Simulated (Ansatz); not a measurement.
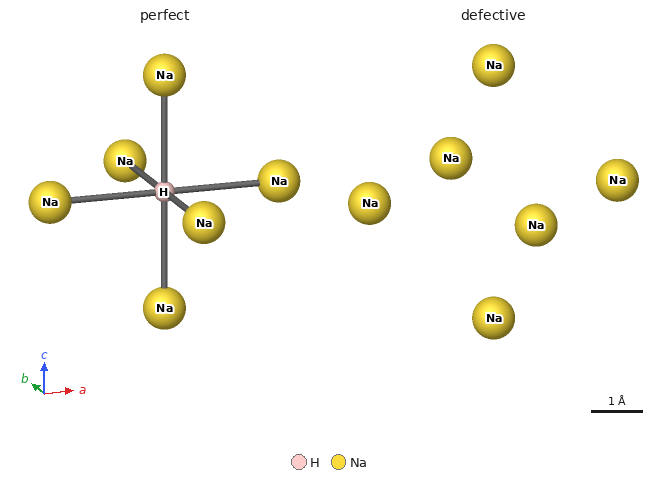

Left: perfect NaH. Right: the same region with one point defect, after relaxing the atoms in a supercell of 64 sites. The picture is a ball-and-stick view of the atoms within 3.3 Å of one point, seen slightly off an axis.

Computed with DFT, PBEsol, PAW, plane waves in Ansatz 0.2.0. Settings: plane-wave cutoff 420 eV; k-point mesh 1 × 1 × 1; mesh shifted by (0.25, 0.25, 0.25); no spin polarisation. Fermi-Dirac smearing of 0.01 eV. A uniform background neutralises the charged cell. The axes drawn are those of the host's conventional cell.

Q: What kind of defect was made?

A: A hydrogen atom is taken out (a vacancy).

The charge state of the cell is +1.

Q: How does the lattice respond?

A: Around the empty H site the host had 6 Na at 2.40 Å; after relaxation the nearest atoms are 6 Na at 2.60 Å. Of the host's atoms, a sodium atom moves furthest from its site, by 0.20 Å.

Limits of the set-up: the cell is charged, on a uniform background, and energies carry no finite-size correction.
